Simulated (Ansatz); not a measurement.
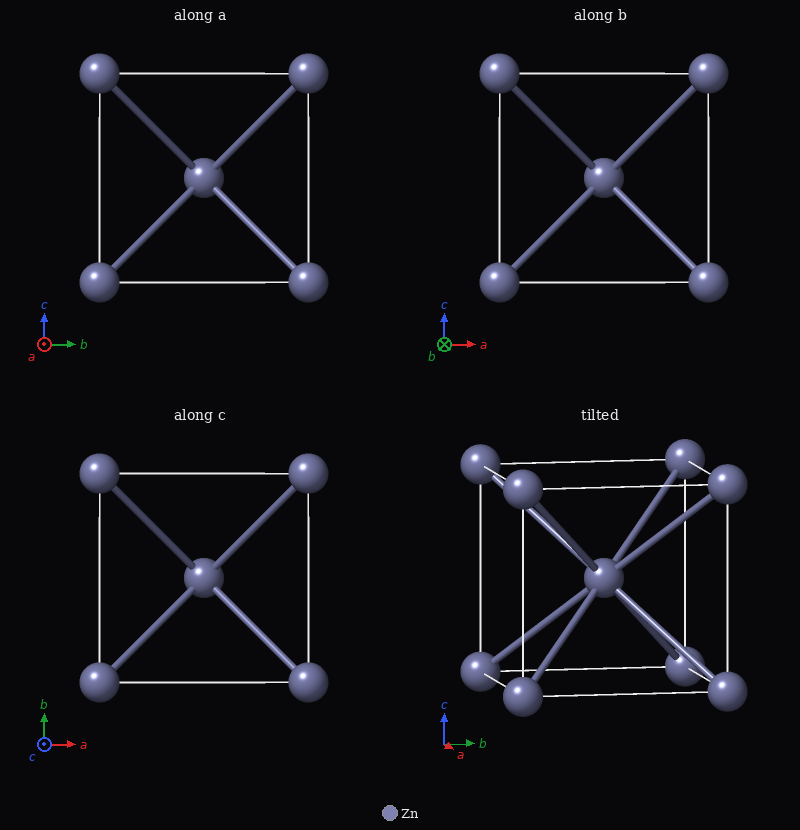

View along the a axis, along the b axis, along the c axis and slightly off an axis, drawn as a ball-and-stick model. The parallelepiped is the conventional unit cell.

Lattice parameters: a = 3.1318 Å, b = 3.1318 Å, c = 3.1318 Å, α = 90.000°, β = 90.000°, γ = 90.000°.

Q: Reconstruct the structure as a CIF in P1 with every atom of the cell.

A:
```cif
data_structure
_symmetry_space_group_name_H-M 'P 1'
_symmetry_Int_Tables_number 1
_cell_length_a 3.1318
_cell_length_b 3.1318
_cell_length_c 3.1318
_cell_angle_alpha 90.000
_cell_angle_beta 90.000
_cell_angle_gamma 90.000
_cell_volume 30.72
loop_
_atom_site_label
_atom_site_type_symbol
_atom_site_fract_x
_atom_site_fract_y
_atom_site_fract_z
_atom_site_occupancy
Zn1 Zn 0.0000 0.0000 0.0000 1
Zn2 Zn 0.5000 0.5000 0.5000 1
```

Origin of the cell: a structure type filled with this element by a generator (whether the element takes this form wasn't checked). Earlier steps of the study may have refined or changed the cell and positions. It was run through Ansatz as a DFT input.
